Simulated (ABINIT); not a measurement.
## Run report: Ta, phonon calculation (part 2 of 2)

The same run, continued: Ta (2 atoms in the cell); Kohn-Sham DFT of a periodic cell, PBE, JTH PAW PBE v2.0, no spin polarisation (ABINIT 10.8.3); cutoff 435.38 eV, 12×12×6 k-mesh, Gaussian smearing of 0.136 eV. The structure derives from a Materials Project entry.

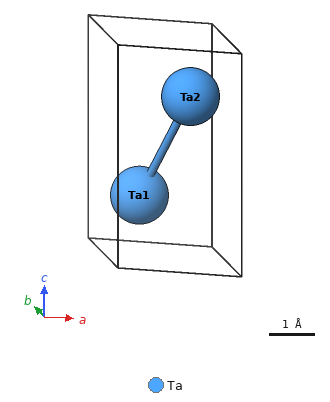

The structure as given in the input (ball-and-stick view of the cell of the calculation, seen slightly off an axis; atoms are numbered from 1 in the order of the input).

## Log, continued
```
 cartesian forces (eV/Angstrom) at end:
    1      0.00000000000000     0.00000000000000    -0.00000000000000
    2     -0.00000000000000    -0.00000000000000    -0.00000000000000
 frms,max,avg= 5.2630179E-29 7.8945269E-29   0.000E+00  0.000E+00  0.000E+00 e/A
 length scales=  1.889726125908  1.889726125908  1.889726125908 bohr
              =  1.000000000000  1.000000000000  1.000000000000 angstroms
 Fermi (or HOMO) energy (hartree) =   0.04953   Average Vxc (hartree)=  -0.45319
 Eigenvalues (hartree) for nkpt=  76  k points:
 kpt#   1, nband= 21, wtk=  0.00116, kpt=  0.0000  0.0000  0.0000 (reduced coord)
  -2.43602   -2.43389   -1.21989   -1.19008   -1.18581   -1.18581   -1.18279   -1.18279
  -0.25045   -0.13009    0.02969    0.04467    0.07241    0.07241    0.09307    0.09307
   0.15954    0.15954    0.23875    0.23875    0.37167
      occupation numbers for kpt#   1
   2.00000    2.00000    2.00000    2.00000    2.00000    2.00000    2.00000    2.00000
   2.00000    2.00000    2.00000    1.83033    0.00000    0.00000    0.00000    0.00000
   0.00000    0.00000    0.00000    0.00000    0.00000
 prteigrs : prtvol=0 or 1, do not print more k-points.

--- !EnergyTerms
iteration_state     : {dtset: 1, }
comment             : Components of total free energy in Hartree
kinetic             :  1.19282611124121E+01
hartree             :  1.62836854532449E+01
xc                  : -1.62928643149445E+01
Ewald energy        : -9.69966416983335E+01
psp_core            :  1.57459608337923E+01
local_psp           : -1.61763941430738E+01
PAW spherical_terms : -3.24116979056856E+01
internal            : -1.17919690662588E+02
'-kT*entropy'       : -7.98719970103530E-04
total_energy        : -1.17920489382558E+02
total_energy_eV     : -3.20877998290389E+03
...

--- !EnergyTermsDC
iteration_state     : {dtset: 1, }
comment             : '"Double-counting" decomposition of free energy'
band_energy         : -2.45336601941823E+01
Ewald energy        : -9.69966416983335E+01
psp_core            :  1.57459608337923E+01
xc_dc               : -2.45968718016850E+01
PAW spherical_terms :  1.24615223077939E+01
internal            : -1.17919690552615E+02
'-kT*entropy'       : -7.98719970103530E-04
total_energy_dc     : -1.17920489272585E+02
total_energy_dc_eV  : -3.20877997991136E+03
...

--- !EnergyTermsWithPAWCore
iteration_state     : {dtset: 1, }
comment             : 'Components of total free energy, including PAW core contributions'
Total energy        : -3.12098114908823E+04
Total energy DC     : -3.12098114907724E+04
Total energy (eV)   : -8.49262235142656E+05
Total energy DC (eV): -8.49262235139663E+05
...

 Cartesian components of stress tensor (hartree/bohr^3)
  sigma(1 1)=  6.29548514E-05  sigma(3 2)=  0.00000000E+00
  sigma(2 2)=  6.29548513E-05  sigma(3 1)=  0.00000000E+00
  sigma(3 3)=  6.71123723E-05  sigma(2 1)=  0.00000000E+00

-Cartesian components of stress tensor (GPa)         [Pressure= -1.8930E+00 GPa]
- sigma(1 1)=  1.85219567E+00  sigma(3 2)=  0.00000000E+00
- sigma(2 2)=  1.85219567E+00  sigma(3 1)=  0.00000000E+00
- sigma(3 3)=  1.97451416E+00  sigma(2 1)=  0.00000000E+00

================================================================================
== DATASET  2 ==================================================================

--- !DatasetInfo
iteration_state: {dtset: 2, }
dimensions: {natom: 2, nkpt: 436, mband: 21, nsppol: 1, nspinor: 1, nspden: 1, mpw: 795, }
cutoff_energies: {ecut:  16.0, pawecutdg:  32.0, }
electrons: {nelect:   2.60000000E+01, charge:   0.00000000E+00, occopt:   7.00000000E+00, tsmear:   4.99790782E-03, }
meta: {optdriver: 1, rfphon: 1, }
...

 mkfilename : getwfk/=0, take file _WFK from output of DATASET   1.

 Exchange-correlation functional for the present dataset will be:
  GGA: Perdew-Burke-Ernzerhof functional - ixc=11
  J.P.Perdew, K.Burke, M.Ernzerhof, PRL 77, 3865 (1996)

 Real(R)+Recip(G) space primitive vectors, cartesian coordinates (Bohr,Bohr^-1):
 R(1)=  5.4809089  0.0000000  0.0000000  G(1)=  0.1824515  0.1053384  0.0000000
 R(2)= -2.7404544  4.7466063  0.0000000  G(2)=  0.0000000  0.2106768  0.0000000
 R(3)=  0.0000000  0.0000000  9.7628430  G(3)=  0.0000000  0.0000000  0.1024292
 Unit cell volume ucvol=  2.5398736E+02 bohr^3
 Angles (23,13,12)=  9.00000000E+01  9.00000000E+01  1.20000000E+02 degrees
 setup1 : take into account q-point for computing boxcut.

 Coarse grid specifications (used for wave-functions):

 getcut: wavevector=  0.0000  0.0000  0.0000  ngfft=  20  20  36
         ecut(hartree)=     16.000   => boxcut(ratio)=   2.02653

 Fine grid specifications (used for densities):

 getcut: wavevector=  0.0000  0.0000  0.0000  ngfft=  30  30  50
         ecut(hartree)=     32.000   => boxcut(ratio)=   2.01119
--------------------------------------------------------------------------------

 ==>  initialize data related to q vector <==

 The list of irreducible perturbations for this q vector is:
    1)    idir= 1    ipert=   1
    2)    idir= 3    ipert=   1

================================================================================

 The perturbation idir=   2  ipert=   1 is
 symmetric of a previously calculated perturbation.
 So, its SCF calculation is not needed.

 The perturbation idir=   1  ipert=   2 is
 symmetric of a previously calculated perturbation.
 So, its SCF calculation is not needed.

 The perturbation idir=   2  ipert=   2 is
 symmetric of a previously calculated perturbation.
 So, its SCF calculation is not needed.

 The perturbation idir=   3  ipert=   2 is
 symmetric of a previously calculated perturbation.
 So, its SCF calculation is not needed.

--------------------------------------------------------------------------------
 Perturbation wavevector (in red.coord.)   0.000000  0.000000  0.000000
 Perturbation : displacement of atom   1   along direction   1
 Found     2 symmetries that leave the perturbation invariant.
 symkpt : the number of k-points, thanks to the symmetries,
 is reduced to   296 .

--------------------------------------------------------------------------------

--------------------------------------------------------------------------------

 dfpt_looppert : total number of electrons, from k and k+q
  fully or partially occupied states are    2.600000E+01 and    2.600000E+01.
 Initialisation of the first-order wave-functions :
  ireadwf=   0

--- !BeginCycle
iteration_state: {dtset: 2, }
solver: {iscf: 7, nstep: 80, nline: 4, wfoptalg: 10, }
tolerances: {tolvrs: 1.00E-08, }
...

     iter   2DEtotal(Ha)        deltaE(Ha) residm    vres2
-ETOT  1   319.62080871731      7.974E+02 6.174E+00 6.316E+05
 ETOT  2   5.5722282706695     -3.140E+02 7.248E-01 1.697E+04
 ETOT  3 -0.11428039852495     -5.687E+00 9.149E-02 9.115E+02
 ETOT  4 -0.42492843777279     -3.106E-01 5.397E-02 1.928E+01
 ETOT  5 -0.43411839396867     -9.190E-03 2.831E-02 6.469E-01
 ETOT  6 -0.43439641362750     -2.780E-04 9.651E-03 1.274E-01
 ETOT  7 -0.43441834323284     -2.193E-05 1.635E-02 6.709E-03
 ETOT  8 -0.43442188867601     -3.545E-06 6.739E-03 4.595E-04
 ETOT  9 -0.43442200209313     -1.134E-07 1.132E-02 3.526E-05
 ETOT 10 -0.43442200678709     -4.694E-09 5.020E-03 2.498E-06
 ETOT 11 -0.43442200729925     -5.122E-10 8.190E-03 1.755E-07
 ETOT 12 -0.43442200734103     -4.178E-11 3.762E-03 2.810E-08
 ETOT 13 -0.43442200734273     -1.705E-12 6.014E-03 1.316E-09

 At SCF step   13       vres2   =  1.32E-09 < tolvrs=  1.00E-08 =>converged.
================================================================================

 ----iterations are completed or convergence reached----

 Mean square residual over all n,k,spin=   10.693E-07; max=  60.136E-04

 2DEtotal=   -0.4344220073E+00 Ha. Also 2DEtotal=   -0.118212250356E+02 eV
    (2DErelax=    4.7737600315E+02 Ha. 2DEnonrelax=   -4.7781042516E+02 Ha)
    (  non-var. 2DEtotal :   -4.3442357996E-01 Ha)

--------------------------------------------------------------------------------
 Perturbation wavevector (in red.coord.)   0.000000  0.000000  0.000000
 Perturbation : displacement of atom   1   along direction   3
 Found     6 symmetries that leave the perturbation invariant.
 symkpt : the number of k-points, thanks to the symmetries,
 is reduced to   100 .

--------------------------------------------------------------------------------

--------------------------------------------------------------------------------

 dfpt_looppert : total number of electrons, from k and k+q
  fully or partially occupied states are    2.600000E+01 and    2.600000E+01.
 Initialisation of the first-order wave-functions :
  ireadwf=   0

--- !BeginCycle
iteration_state: {dtset: 2, }
solver: {iscf: 7, nstep: 80, nline: 4, wfoptalg: 10, }
tolerances: {tolvrs: 1.00E-08, }
...

     iter   2DEtotal(Ha)        deltaE(Ha) residm    vres2
-ETOT  1   13179.115576615      1.453E+04 5.116E+02 8.037E+07
 ETOT  2   84.491712647048     -1.309E+04 4.050E+01 3.741E+05
 ETOT  3   11.307499112326     -7.318E+01 1.353E+02 5.520E+03
 ETOT  4   9.9510532702306     -1.356E+00 9.011E-01 1.457E+02
 ETOT  5   9.9133681286011     -3.769E-02 3.106E+00 3.595E+00
 ETOT  6   9.9130504038325     -3.177E-04 6.604E-01 3.316E+00
 ETOT  7   9.9124885469518     -5.619E-04 1.925E-01 2.220E-01
 ETOT  8   9.9124458165915     -4.273E-05 9.047E-02 5.302E-03
 ETOT  9   9.9124449299256     -8.867E-07 1.403E-01 5.537E-04
 ETOT 10   9.9124448412994     -8.863E-08 6.830E-02 4.271E-05
 ETOT 11   9.9124448347156     -6.584E-09 1.037E-01 2.943E-06
 ETOT 12   9.9124448343813     -3.342E-10 5.276E-02 6.186E-08
 ETOT 13   9.9124448344064      2.524E-11 7.710E-02 1.746E-08
 ETOT 14   9.9124448343682     -3.820E-11 4.069E-02 4.326E-10

 At SCF step   14       vres2   =  4.33E-10 < tolvrs=  1.00E-08 =>converged.
================================================================================

 ----iterations are completed or convergence reached----

 Mean square residual over all n,k,spin=   21.418E-06; max=  40.693E-03

 2DEtotal=    0.9912444834E+01 Ha. Also 2DEtotal=    0.269731365030E+03 eV
    (2DErelax=    1.3657071559E+03 Ha. 2DEnonrelax=   -1.3557947110E+03 Ha)
    (  non-var. 2DEtotal :    9.9123595753E+00 Ha)

================================================================================

 ---- first-order wavefunction calculations are completed ----

 ==> Compute Derivative Database <==

  Dynamical matrix, in cartesian coordinates,
   if specified in the inputs, asr has been imposed
     j1       j2             matrix element
  dir pert dir pert     real part    imaginary part

   1    1   1    1        -0.0079518208        -0.0000000000
   1    1   1    2         0.0079518208         0.0000000000

   2    1   2    1        -0.0079518208        -0.0000000000
   2    1   2    2         0.0079518208         0.0000000000

   3    1   3    1         0.1139128858        -0.0000000000
   3    1   3    2        -0.1139128858         0.0000000000

   1    2   1    1         0.0079518208        -0.0000000000
   1    2   1    2        -0.0079518208         0.0000000000

   2    2   2    1         0.0079518208        -0.0000000000
   2    2   2    2        -0.0079518208         0.0000000000

   3    2   3    1        -0.1139128858        -0.0000000000
   3    2   3    2         0.1139128858         0.0000000000

  Phonon wavevector (reduced coordinates) :  0.00000  0.00000  0.00000
 Phonon energies in Hartree :
  -2.195793E-04 -2.195793E-04  0.000000E+00  0.000000E+00  0.000000E+00
   8.310834E-04
 Phonon frequencies in cm-1    :
  -4.819209E+01 -4.819209E+01  0.000000E+00  0.000000E+00  0.000000E+00
   1.824017E+02

== END DATASET(S) ==============================================================
================================================================================

 -outvars: echo values of variables after computation  --------
            acell      1.8897261259E+00  1.8897261259E+00  1.8897261259E+00 Bohr
           etotal1    -1.1792048927E+02
           etotal2     9.9124448344E+00
            fcart1     1.5352410532E-30  8.8637183536E-31 -0.0000000000E+00
                      -1.5352410532E-30 -8.8637183536E-31 -0.0000000000E+00
            fcart2     0.0000000000E+00  0.0000000000E+00  0.0000000000E+00
                       0.0000000000E+00  0.0000000000E+00  0.0000000000E+00
            rprim      2.9003720726E+00  0.0000000000E+00  0.0000000000E+00
                      -1.4501860363E+00  2.5117958953E+00  0.0000000000E+00
                       0.0000000000E+00  0.0000000000E+00  5.1662740000E+00
           strten1     6.2954851351E-05  6.2954851278E-05  6.7112372343E-05
                       0.0000000000E+00  0.0000000000E+00  0.0000000000E+00
           strten2     0.0000000000E+00  0.0000000000E+00  0.0000000000E+00
                       0.0000000000E+00  0.0000000000E+00  0.0000000000E+00
           xangst     -1.4500682699E-17  1.6745305969E+00  1.2915685000E+00
                       1.4501860363E+00  8.3726529843E-01  3.8747055000E+00
             xred      3.3333333333E-01  6.6666666667E-01  2.5000000000E-01
                       6.6666666667E-01  3.3333333333E-01  7.5000000000E-01
 Calculation completed.
```

This output came from the following input.

## Input file
```
ndtset 2

pp_dirpath "./"
pseudos "Ta.GGA_PBE-JTH.xml"

acell 3*1.0 Angstrom
rprim
     2.9003720726     0.0000000000     0.0000000000
    -1.4501860363     2.5117958953     0.0000000000
     0.0000000000     0.0000000000     5.1662740000
ntypat 1
znucl 73
natom 2
typat 1 1
xred
            1/3            2/3            1/4
            2/3            1/3            3/4

ecut 16.0
pawecutdg 32.0
pawxcdev 0

ngkpt 12 12 6
nshiftk 1
shiftk 0.0 0.0 0.0

ixc 11

nband 21
occopt 7
tsmear 0.136 eV

nstep 80

prteig 0
prtebands 0
prtwf 0
prtden 0
prtpot 0

kptopt1 1
tolvrs1 1.0e-11
prtwf1 1
tolwfr1 1.0e-14
nbdbuf1 4
nline1 6

rfphon2 1
rfatpol2 1 2
rfdir2 1 1 1
getwfk2 1
kptopt2 2
nqpt2 1
qpt2 0.0 0.0 0.0
tolvrs2 1.0e-8
```

## File mrgddb.in
```
merged_DDB
Ta
2
runo_DS1_DDB
runo_DS2_DDB
```

## File anaddb.abi
```
ddb_filepath "merged_DDB"
output_file "anaddb.abo"
outdata_prefix "ana"
asr 2
chneut 0
dipdip 0
dieflag 0
enunit 0
eivec 1
nph1l 1
qph1l 0.0 0.0 0.0 1.0
```

Command:
```bash
abinit run.abi > log 2>&1
mrgddb < mrgddb.in > mrgddb.log 2>&1
anaddb anaddb.abi > anaddb.log 2>&1
```

## Key numbers

| quantity | value |
| --- | --- |
| outcome | converged |
| space group (tolerance 0.01 Å) | P6₃/mmc (194) |
| electrons treated | 26 |
| free energy | −3208.7800 eV |
| Fermi energy of the self-consistent step | 1.348 eV |
| gap on the k-point mesh | none (metallic) |
| pressure | −1.89 GPa |
| largest force (length of the vector) | under 0.001 eV/Å |
| hardware | 1 thread of Intel Xeon (Sapphire Rapids), 64 GiB of memory available, shared host |
| wall time | 4.5 min |
| peak memory | 0.67 GiB |

## Remarks

Points of doubt noted for this run: cutoff too low for stress. Spin–orbit coupling is left out, which matters for Ta.
